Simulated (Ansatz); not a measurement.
# C9H: geometry relaxation (part 1 of 3)

C9H (slab, 10 atoms in the cell), computed with DFT PBE+D3(BJ), scalar-relativistic, plane waves, PAW, no spin polarisation (Ansatz 0.2.0).

The structure derives from an entry of the Crystallography Open Database. The input holds or restrains some coordinates. Forces given for the steps count only the free coordinates. It belongs to a series of runs on one base structure; here: CH put at a hollow C-C site.

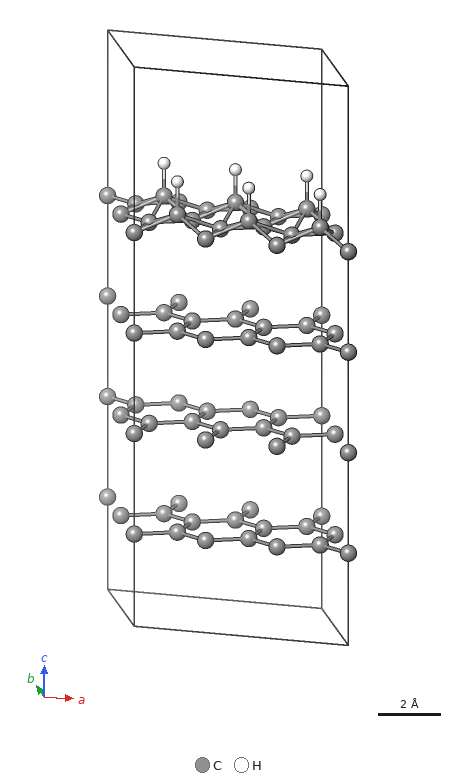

**Figure 1.** The input geometry (ball-and-stick view of the 3 × 2 repeat of the cell, with the vacuum cut short, seen slightly off an axis). An atom can appear more than once, as a periodic image. Near neighbours in the periodic cell (some may lie outside the picture): C has 3 C at 1.42 Å; C has 6 C at 1.42 to 1.52 Å; C has 6 C at 1.52 Å and 1 H at 1.10 Å; H has 1 C at 1.10 Å.

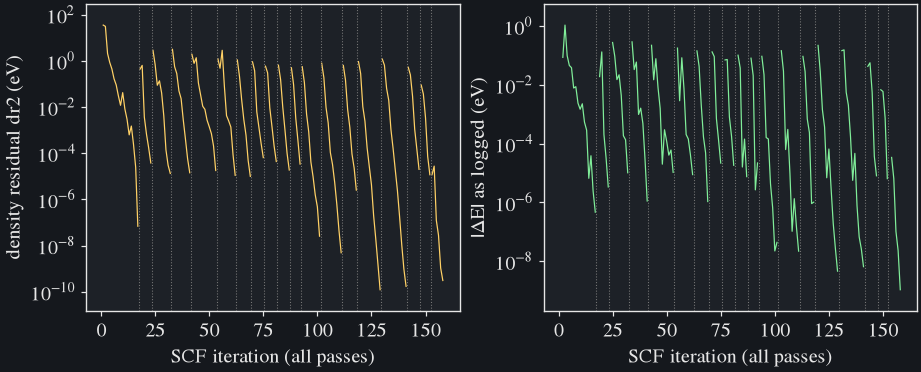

**Figure 2.** Convergence of the self-consistent field: density residual dr2 and size of the energy change against the SCF iteration. The dotted lines part the SCF passes of the relaxation: geometry steps, rejected trials and re-solves on a re-selected basis. The 19 passes take 5 to 17 iterations each, 158 in all.

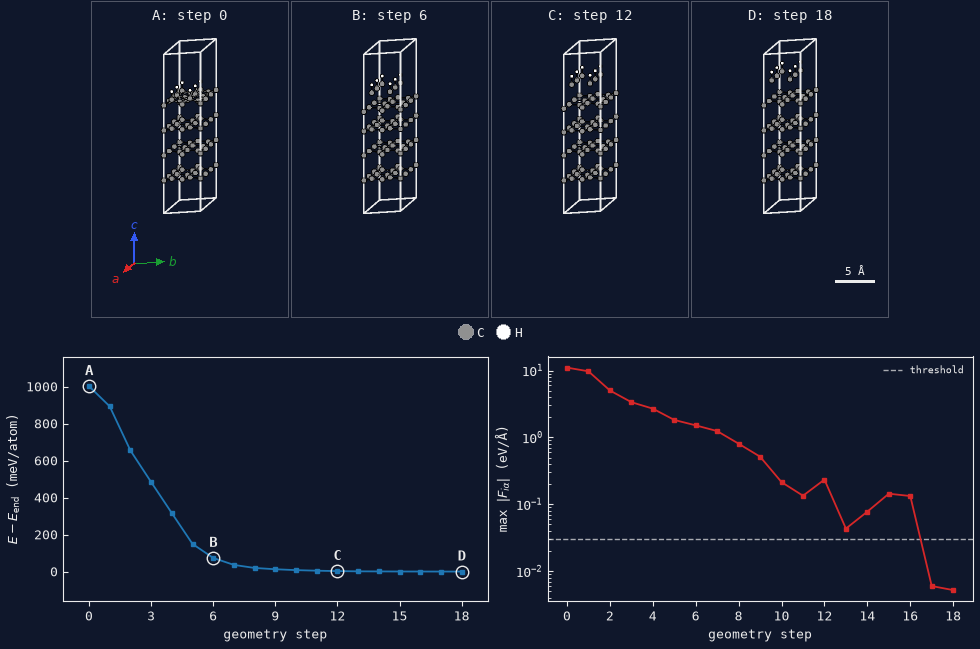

**Figure 3.** Frames of the restrained relaxation (ball-and-stick view of the 3 × 2 repeat of the cell, with the vacuum cut short, seen slightly off an axis) above the curves, on which the letters mark them (the first geometry is step 0 here and step 1 in the log).

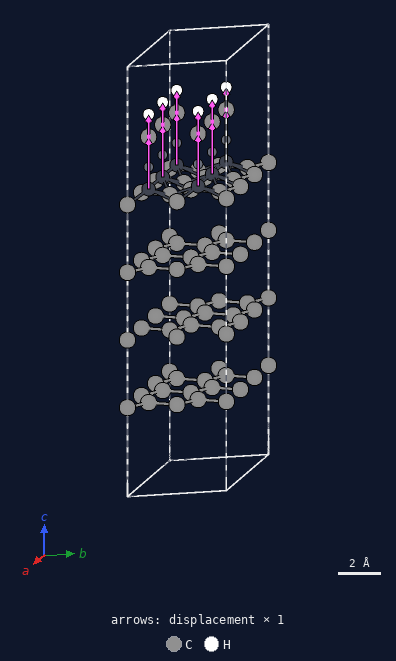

**Figure 4.** Start (faint) and end (solid) with the displacements as pink arrows, at true length (ball-and-stick view of the 3 × 2 repeat of the cell, with the vacuum cut short, seen slightly off an axis). The atom that moves furthest is H10 (2.63 Å). Largest moves by element: H 2.63 Å, C 2.61 Å. The lattice vectors keep their values. Distances before and after: C7–C9 1.522 → 3.443 Å, C9–H10 1.100 → 1.123 Å. Bonds break: C7–C9 (1.52 → 3.44 Å), C8–C9 (1.52 → 3.44 Å). After 18 geometry steps the energy has fallen by 1002 meV per atom. Largest force component: 11 eV/Å at the start, 0.0052 eV/Å at the end. (Atoms are counted from 1 in the order of the input.)

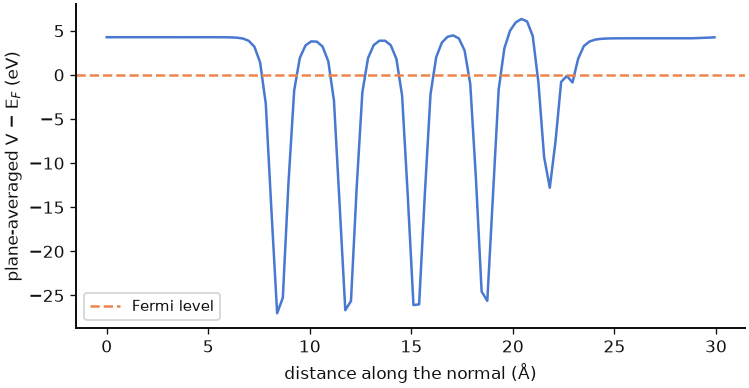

**Figure 5.** Plane average of the electrostatic potential energy of an electron across the cell, from the Fermi level. The vacuum level lies 4.15 eV above the Fermi level on the upper side and 4.27 eV on the lower.

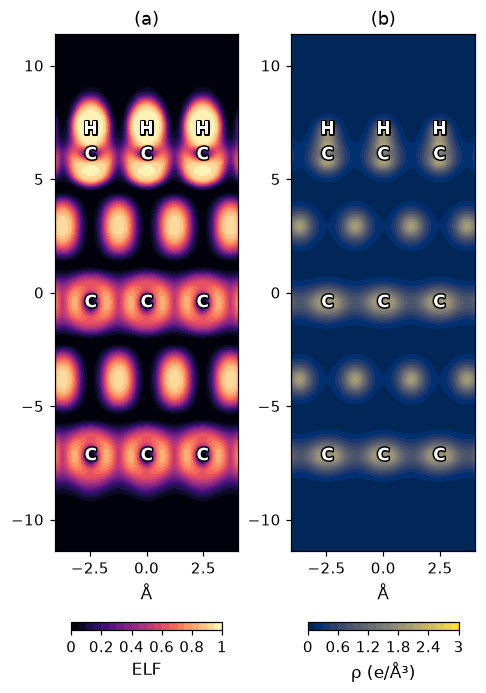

**Figure 6.** (a) electron localisation function; (b) valence charge density (pseudo) on the (11̄0) plane of the calculation cell, a cut from vacuum to vacuum. The section cuts through C and H sites. The density dies away to nearly zero in the vacuum. The fields are those of the smooth PAW valence density.

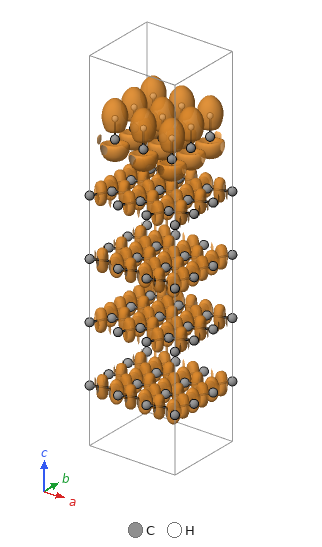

**Figure 7.** Isosurface of the electron localisation function at 0.8 (orange), seen slightly off an axis. Only the valence region is drawn (cores and ρ < 0.01 e/Å³ removed). Sticks mark near contacts. Along the contacts the grid gives the following. C–C (1.42 Å): the ELF peaks at about 0.95 between the atoms, which marks localised, shared-pair bonding.

The input and output of the run follow.

Input:
```yaml
crystal:
  lattice:
    - [2.4649796696, 0.0, 0.0]
    - [-1.2324898348, 2.1347350137, 0.0]
    - [0.0, 0.0, 30.2076501055]
  atoms:
    - { symbol: C, position: [0.0, 0.0, 0.2813856823] }
    - { symbol: C, position: [0.6666666667, 0.3333333333, 0.2813856745] }
    - { symbol: C, position: [0.0, 0.0, 0.3929208932] }
    - { symbol: C, position: [0.3333333333, 0.6666666667, 0.3929208853] }
    - { symbol: C, position: [0.0, 0.0, 0.504456104] }
    - { symbol: C, position: [0.6666666667, 0.3333333333, 0.5044560961] }
    - { symbol: C, position: [0.0, 0.0, 0.6159913148] }
    - { symbol: C, position: [0.3333333333, 0.6666666667, 0.615991307] }
    - { symbol: C, position: [0.6666666667, 0.3333333333, 0.6338675812] }
    - { symbol: H, position: [0.6666666667, 0.3333333333, 0.6702821979] }
basis:
  ecutwfc: 420
kpoints:
  mp_grid: { grid: [12, 12, 1] }
hamiltonian:
  xc: pbe
  dispersion: d3bj
scf:
  occupations: { method: gaussian, width: 0.1 }
output:
  forces: true
  eigenvalues: true
  write_density: true
  write_potential: true
  elf: true
  volumetric_format: npy
relax:
  adjacent_minimum: "off"
  f_tol: 0.03
  max_steps: 70
  constraints: [{ sites: [0, 1, 2, 3] }]
efield:
  axis: 3
  dipole_correction: true
  ramp_width: 0.04
```

Run as:
```bash
ansatz run input.yaml --threads 2 --pin off --max-ram 5120MiB --backend cpu --events-out ev --progress --plain --runs-dir out
```

The program's output:
```
Engine: ansatz 0.2.0, x86_64-unknown-linux-gnu
Pseudopotentials: kind: paw
Pseudopotential: C, paw, valence charge 4, recommended cutoff 420 eV (normal), C.paw.azcp
Pseudopotential: H, paw, valence charge 1, recommended cutoff 420 eV (normal), H.paw.azcp
Functional definition: PBE
  parameter kappa = 0.804
  parameter beta = 0.06672455060314922
  exchange = pbe_x(kappa = kappa, mu = beta*pi^2/3)
  correlation = pbe_c(beta = beta)
Crystal: 10 atoms, lattice volume = 158.955 Å³
Basis set: ecut = 420 eV, 2999 PW (Γ), exchange–correlation on 36×36×432 points (8 copies of the dense FFT grid, shifted against one another)
Bands: 29, of which v1, the nominal top of the filled ones, is band 19 counted from 1 (18 counted from 0)
Symmetry: 6 space group operations
Space group: P3m1 (ITA 156), of the structure as read, at distance tolerance 5.4e-5 Å
k-points: 19 of 144 (time reversal used)
Non-local potential: C, projectors of the file, l = 0: 2, l = 1: 2, l = 2: 1
Non-local potential: H, projectors of the file, l = 0: 2, l = 1: 1
PAW form: soft (Blöchl's): semilocal exchange-correlation on the pseudo side does not see the compensation charge
PAW one-centre angular grid: C, 110 points (default); XC on 64 Gauss nodes
PAW one-centre angular grid: H, 110 points (default); XC on 64 Gauss nodes
Initial density: superposition of atomic densities (neutral atoms: chi_scale 0, normalization atom), corrected by the library's trained network
Initial wavefunctions: pseudopotential atomic-orbital guess
Functional: x = pbe(κ = 0.804, μ = 0.2195149727645171), c = pbe(β = 0.06672455060314922)
SCF iter   1: F=—  HF=-2262.414928 eV  |F-HF|=—  |Δ(HF+E_count)|=         —  Δρ=3.29e-2  dr2=3.55e1  ethr=1.77e-3  p=0.097 e·Å  D=1.10e-1 V/Å  ΔV_dip=-3.32 eV  dr2_dipole=1.37e1  V_vac-E_F(+/−)=3.12/6.44 eV  ⟨swp⟩=9.4  Hψ=3560  notcnv=0  defer=23
efield: sawtooth ramp at fractional position 0.9558 (placed from the atoms, in the widest stretch of the axis that holds none; the zero of the levels goes with the place), width 0.0400; the density the first Hamiltonian is built on has a dipole p = 0.097 e·Å; the dipole correction subtracts the counter field D = 1.10e-1 V/Å, which shifts the + side's vacuum level by -3.32 eV against the − side's; the planar-averaged density in the ramp window peaks in size at 4.0e-5 e/Å³
preconditioner: auto → LDOS  [insulator: Δε(μ)=0.139 eV  Ē_g=15.141 eV  σ=0.100 eV  W_gap=0.65  n_scr=20 (ndim 8)  ℏωp=17.6 eV  f_vac=0.515  D(μ)=1.30/eV (n_scr^D=10)  ε∞_Penn≈2.4  β→1.0]
SCF iter   2: F=—  HF=-2262.500945 eV  |F-HF|=—  |Δ(HF+E_count)|=   8.60e-2  Δρ=3.19e-2  dr2=3.12e1  ethr=1.77e-3  p=0.169 e·Å  D=1.93e-1 V/Å  ΔV_dip=-5.82 eV  dr2_dipole=1.48e1  V_vac-E_F(+/−)=-1.04/4.78 eV  ⟨swp⟩=4.7  Hψ=1482  notcnv=0  defer=69
SCF iter   3: F=—  HF=-2261.421765 eV  |F-HF|=—  |Δ(HF+E_count)|=    1.08e0  Δρ=1.11e-2  dr2=2.09e0  ethr=1.77e-3  p=0.123 e·Å  D=1.40e-1 V/Å  ΔV_dip=-4.23 eV  dr2_dipole=5.02e-1  V_vac-E_F(+/−)=0.50/4.71 eV  ⟨swp⟩=4.1  Hψ=1182  notcnv=0  defer=79
SCF iter   4: F=—  HF=-2261.323478 eV  |F-HF|=—  |Δ(HF+E_count)|=   9.83e-2  Δρ=4.32e-3  dr2=8.57e-1  ethr=1.77e-3  p=0.152 e·Å  D=1.73e-1 V/Å  ΔV_dip=-5.23 eV  dr2_dipole=5.46e-1  V_vac-E_F(+/−)=-0.67/4.50 eV  ⟨swp⟩=2.9  Hψ=886  notcnv=0  defer=85
SCF iter   5: F=—  HF=-2261.277782 eV  |F-HF|=—  |Δ(HF+E_count)|=   4.57e-2  Δρ=3.03e-3  dr2=4.47e-1  ethr=1.77e-3  p=0.132 e·Å  D=1.50e-1 V/Å  ΔV_dip=-4.52 eV  dr2_dipole=9.93e-2  V_vac-E_F(+/−)=-0.28/4.19 eV  ⟨swp⟩=2.3  Hψ=660  notcnv=0  defer=80
SCF iter   6: F=—  HF=-2261.239529 eV  |F-HF|=—  |Δ(HF+E_count)|=   3.83e-2  Δρ=3.27e-3  dr2=1.67e-1  ethr=1.21e-3  p=0.119 e·Å  D=1.36e-1 V/Å  ΔV_dip=-4.10 eV  dr2_dipole=2.05e-2  V_vac-E_F(+/−)=0.41/4.47 eV  ⟨swp⟩=2.7  Hψ=803  notcnv=0  defer=75
SCF iter   7: F=—  HF=-2261.231717 eV  |F-HF|=—  |Δ(HF+E_count)|=   7.81e-3  Δρ=1.75e-3  dr2=9.06e-2  ethr=4.50e-4  p=0.089 e·Å  D=1.01e-1 V/Å  ΔV_dip=-3.05 eV  dr2_dipole=1.66e-2  V_vac-E_F(+/−)=1.33/4.38 eV  ⟨swp⟩=2.3  Hψ=739  notcnv=0  defer=82
SCF iter   8: F=—  HF=-2261.223065 eV  |F-HF|=—  |Δ(HF+E_count)|=   8.65e-3  Δρ=1.06e-3  dr2=3.07e-2  ethr=2.45e-4  p=0.073 e·Å  D=8.34e-2 V/Å  ΔV_dip=-2.52 eV  dr2_dipole=1.07e-2  V_vac-E_F(+/−)=1.80/4.31 eV  ⟨swp⟩=1.7  Hψ=525  notcnv=0  defer=82
SCF iter   9: F=—  HF=-2261.220671 eV  |F-HF|=—  |Δ(HF+E_count)|=   2.39e-3  Δρ=5.68e-4  dr2=1.19e-2  ethr=8.29e-5  p=0.066 e·Å  D=7.53e-2 V/Å  ΔV_dip=-2.27 eV  dr2_dipole=1.22e-2  V_vac-E_F(+/−)=1.97/4.24 eV  ⟨swp⟩=1.8  Hψ=760  notcnv=0  defer=83
SCF iter  10: F=—  HF=-2261.222155 eV  |F-HF|=—  |Δ(HF+E_count)|=   1.48e-3  Δρ=1.24e-3  dr2=4.21e-2  ethr=3.21e-5  p=0.054 e·Å  D=6.11e-2 V/Å  ΔV_dip=-1.85 eV  dr2_dipole=5.95e-3  V_vac-E_F(+/−)=2.47/4.33 eV  ⟨swp⟩=1.9  Hψ=559  notcnv=0  defer=83
SCF iter  11: F=—  HF=-2261.219883 eV  |F-HF|=—  |Δ(HF+E_count)|=   2.27e-3  Δρ=3.97e-4  dr2=8.29e-3  ethr=3.21e-5  p=0.073 e·Å  D=8.28e-2 V/Å  ΔV_dip=-2.50 eV  dr2_dipole=7.36e-3  V_vac-E_F(+/−)=1.76/4.26 eV  ⟨swp⟩=1.6  Hψ=626  notcnv=0  defer=81
SCF iter  12: F=—  HF=-2261.219343 eV  |F-HF|=—  |Δ(HF+E_count)|=   5.40e-4  Δρ=2.78e-4  dr2=2.98e-3  ethr=2.24e-5  p=0.077 e·Å  D=8.76e-2 V/Å  ΔV_dip=-2.65 eV  dr2_dipole=2.93e-3  V_vac-E_F(+/−)=1.62/4.27 eV  ⟨swp⟩=1.8  Hψ=674  notcnv=0  defer=76
SCF iter  13: F=—  HF=-2261.219055 eV  |F-HF|=—  |Δ(HF+E_count)|=   2.88e-4  Δρ=2.24e-4  dr2=6.23e-4  ethr=8.05e-6  p=0.081 e·Å  D=9.25e-2 V/Å  ΔV_dip=-2.79 eV  dr2_dipole=6.46e-4  V_vac-E_F(+/−)=1.48/4.28 eV  ⟨swp⟩=1.6  Hψ=554  notcnv=0  defer=76
SCF iter  14: F=—  HF=-2261.219061 eV  |F-HF|=—  |Δ(HF+E_count)|=   6.61e-6  Δρ=1.89e-4  dr2=1.50e-3  ethr=1.68e-6  p=0.090 e·Å  D=1.02e-1 V/Å  ΔV_dip=-3.08 eV  dr2_dipole=6.46e-4  V_vac-E_F(+/−)=1.21/4.29 eV  ⟨swp⟩=2.1  Hψ=676  notcnv=0  defer=76
SCF iter  15: F=—  HF=-2261.219023 eV  |F-HF|=—  |Δ(HF+E_count)|=   3.87e-5  Δρ=7.42e-5  dr2=2.40e-4  ethr=1.68e-6  p=0.089 e·Å  D=1.02e-1 V/Å  ΔV_dip=-3.08 eV  dr2_dipole=1.09e-4  V_vac-E_F(+/−)=1.21/4.29 eV  ⟨swp⟩=1.5  Hψ=520  notcnv=0  defer=76
SCF iter  16: F=—  HF=-2261.219020 eV  |F-HF|=—  |Δ(HF+E_count)|=   2.41e-6  Δρ=2.76e-5  dr2=2.46e-5  ethr=6.49e-7  p=0.090 e·Å  D=1.02e-1 V/Å  ΔV_dip=-3.08 eV  dr2_dipole=1.04e-5  V_vac-E_F(+/−)=1.21/4.29 eV  ⟨swp⟩=1.1  Hψ=486  notcnv=0  defer=76
SCF iter  17: F=-2261.219020 eV  HF=-2261.219020 eV  |F-HF|=1.10e-7  |Δ(HF+E_count)|=   4.65e-7  Δρ=6.08e-6  dr2=6.86e-8  ethr=6.08e-8  p=0.090 e·Å  D=1.02e-1 V/Å  ΔV_dip=-3.08 eV  dr2_dipole=2.50e-9  V_vac-E_F(+/−)=1.21/4.29 eV  ⟨swp⟩=24.4  Hψ=5544  notcnv=0
SCF 1 converged in 17 iterations: F = -2261.219020 eV  dr2 = 6.86e-8
  greatest PAW one-centre occupation: 0.695 electrons in one spin orbital (limit 2), on the C atom at site 8 (counted from 0), in its partial waves of l = 0
relax step   1: F+E_penalty+E_count = -2261.21901981 eV  Δ(F+E_penalty+E_count) = +0.000e0 eV  max|allowed force component| = 1.104e1 eV/Å  Δτ_max = 0.0000 Å  (17 SCF iters, dr2 threshold 2.25e-5 eV, accepted)
Initial density: handed on by an earlier stage of this run
Initial wavefunctions: those handed on with the density
iter 1 solved again at ethr=1.20e-3 eV; its pass at ethr=3.10e-3 eV (dr2=4.42e-1 eV) is discarded
```
